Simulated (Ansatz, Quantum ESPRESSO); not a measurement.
# 2H-MoSe2, 3 layers, AA' stacking against a metal electrode: the electrode's level over the Fermi level at a withheld member of a series

Method. Quantum ESPRESSO 7.5, PBE, GBRV ultrasoft. The slab is relaxed neutral under PBE-D3(BJ), then held. ESM with bc3: vacuum below and a metal electrode about 6 Å above the top atoms. Fermi-Dirac smearing of 0.004 Ry and a dense mesh. Charges are set per cell from the starting area. The series steps the charge of the slab (positive: electrons removed).

| charge of the slab | electrode's level over the Fermi level (eV) |
| --- | --- |
| 1 ×10¹³ e/cm² | 6.014 |
| 2 ×10¹³ e/cm² | 7.081 |
| 3 ×10¹³ e/cm² | 8.119 |
| 4.5 ×10¹³ e/cm² | 9.653 |
| 6 ×10¹³ e/cm² | 11.177 |
| 7 ×10¹³ e/cm² | 12.192 |

One more run was made and is withheld. What is the electrode's level over the Fermi level at 8 ×10¹³ e/cm²?

By hand: The rows at 6 ×10¹³ e/cm² and 7 ×10¹³ e/cm² give a slope of (12.192 − (11.177))/(7 − (6)) = 1.015, so a straight line gives 13.207 eV. A parabola through these and the row at 4.5 ×10¹³ e/cm² gives 13.206 eV.

**Check.** 13.207 eV. The line misses by 0.000 and the parabola by −0.001 eV. Both misses are under 5 % of the step from the nearer row.

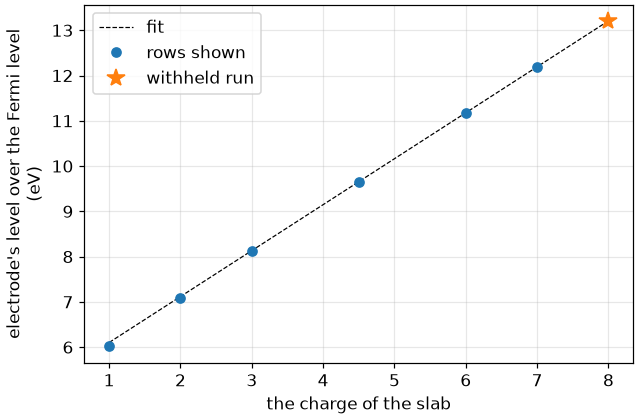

The rows shown, the fit and the withheld run.

**Limits.** Vacuum fills the gap; ions don't answer the charge; added electrons can spill towards the electrode at the most negative charges. Charges count on the starting cell, which the relaxation changed by some per cent. Members without a usable value, or on the other side of zero field or charge, are not listed.
